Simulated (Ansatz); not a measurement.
TaN

```
CELL_PARAMETERS angstrom
0.00000 0.00000 -2.87073
2.95323 0.00000 0.00000
0.00000 -5.06450 0.00000
ATOMIC_POSITIONS crystal
Ta 0.50000 0.00000 0.66667
Ta 0.50000 0.50000 0.16667
N 0.00000 0.50000 0.50000
N 0.00000 0.00000 0.00000
```

Space group Amm2; changed on purpose from its base cell (strain +0.0100 x Voigt [1, 0, 0, 0, 0, 0], atoms carried along); computed pressure about −3 GPa in this cell.

Level of theory: DFT PBEsol, scalar-relativistic, plane waves, PAW (Ansatz 0.2.0).

Core electrons are frozen (PAW), and the valence fields are smoothed inside the atomic spheres.

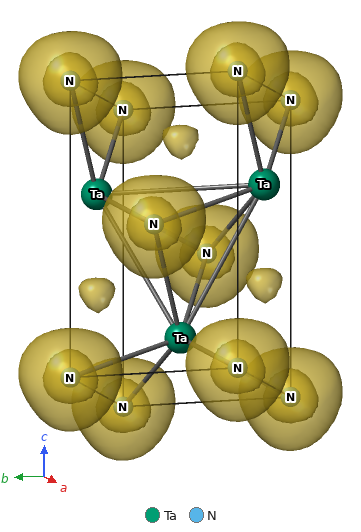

Figure 1. Isosurface of the ELF at 0.7 (yellow), seen at an oblique angle. Only the valence region is drawn (cores and ρ < 0.01 e/Å³ removed). Sticks mark near contacts.

**Where are the electrons localised?**

The surface consists of two regions wrapped around N (the valence shell of each) and two pockets between the atoms, centred on no nucleus (multi-centre or interstitial), counted in one cell of 4 atoms. Any copies at cell faces, edges or corners count once.


Ta–N (2.22 Å): the ELF peaks at about 0.80 in the valence shell of N, 0.7 Å from its nucleus, and is about 0.20 at the midpoint; no shared electron pair shows on this line. Ta–Ta (2.87 Å): the ELF is about 0.25 at the midpoint: no shared electron pair shows on this line.

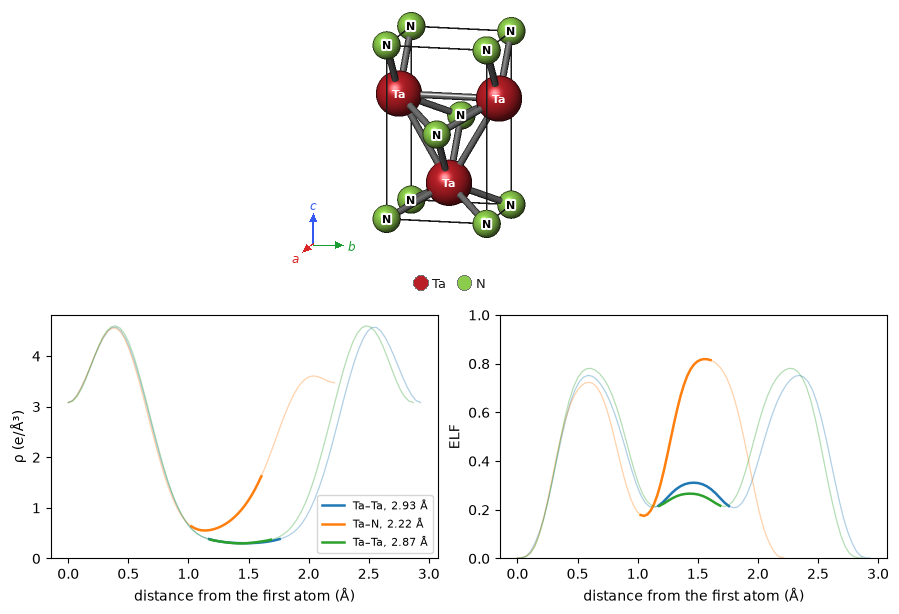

Figure 2. Valence pseudo-density and ELF along straight lines between neighbouring atoms. Thin, pale parts lie inside the atomic spheres. The structure is drawn too.

**What can be read from the curves?**

Ta–Ta (2.93 Å): the density is about 0.3 e/Å³ at the midpoint; the ELF is about 0.30 at the midpoint.
Ta–N (2.22 Å): ρ is about 0.56 e/Å³ halfway; the ELF peaks at about 0.80 in the valence shell of N, 0.7 Å from its nucleus, and is about 0.20 at the midpoint; no localised pair shows between them.
Ta–Ta (2.87 Å): ρ at the midpoint is about 0.3 e/Å³; the ELF is about 0.25 at the midpoint; no shared electron pair shows on this line.

**Metal or insulator at this level of theory?**

It is gapless in this calculation (a metal or semimetal); semilocal functionals without U, or without the true magnetic order, often close the gap of such compounds.
